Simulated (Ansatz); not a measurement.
System: SiNi₂.

```
Si Ni
1.0
     5.01415    0.00000    0.00000
     0.00000    3.73302    0.00000
     0.00000    0.00000    7.07864
Si Ni
4 8
Cartesian
  1.4421 2.7998 4.3499
  3.5721 0.9333 2.7287
  1.0650 0.9333 0.8106
  3.9491 2.7998 6.2681
  4.8089 2.7998 1.4466
  0.2052 0.9333 5.6320
  2.7123 0.9333 4.9859
  2.3018 2.7998 2.0927
  4.1627 2.7998 3.9659
  0.8514 0.9333 3.1128
  3.3585 0.9333 0.4266
  1.6557 2.7998 6.6521
```

Space group Pnma; computed without spin polarisation.

Computed with DFT PBE, scalar-relativistic, plane waves, PAW (Ansatz 0.2.0).

**Predict the valence pseudo-density and electron localisation function between the atoms.**

Si–Ni (2.33 Å): ρ is about 0.46 e/Å³ halfway; the ELF peaks at about 0.65 in the valence shell of Si, 0.9 Å from its nucleus, and is about 0.45 at the midpoint.
Si–Ni (2.42 Å): ρ is about 0.4 e/Å³ halfway; the ELF peaks at about 0.65 in the valence shell of Si, 0.9 Å from its nucleus, and is about 0.45 at the midpoint.

**Does the calculation make it a metal, or give it a gap?**

It is gapless in this calculation (a metal or semimetal).

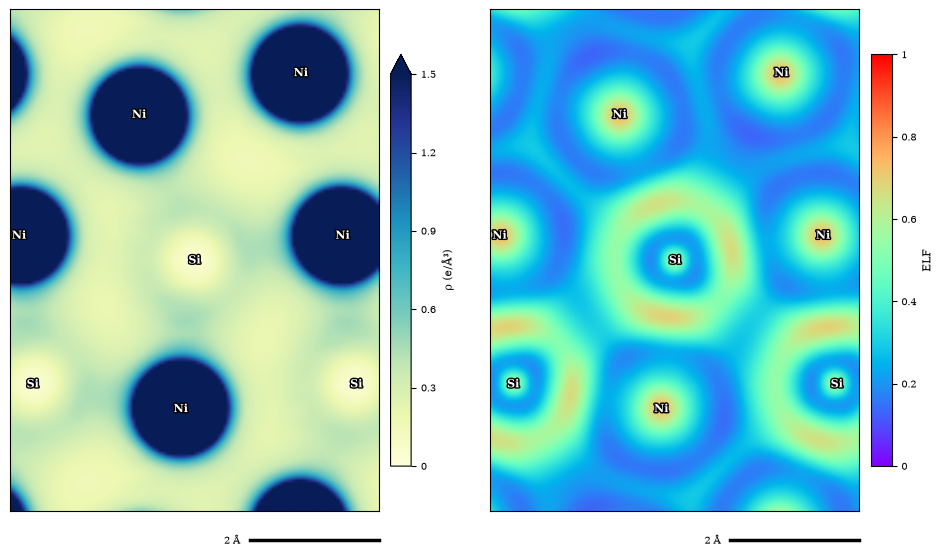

Computed valence pseudo-density and electron localisation function on the (010) plane of the conventional cell, in this order. 

The density is the valence pseudo-density of a PAW calculation; it isn't the true density close to the nuclei.
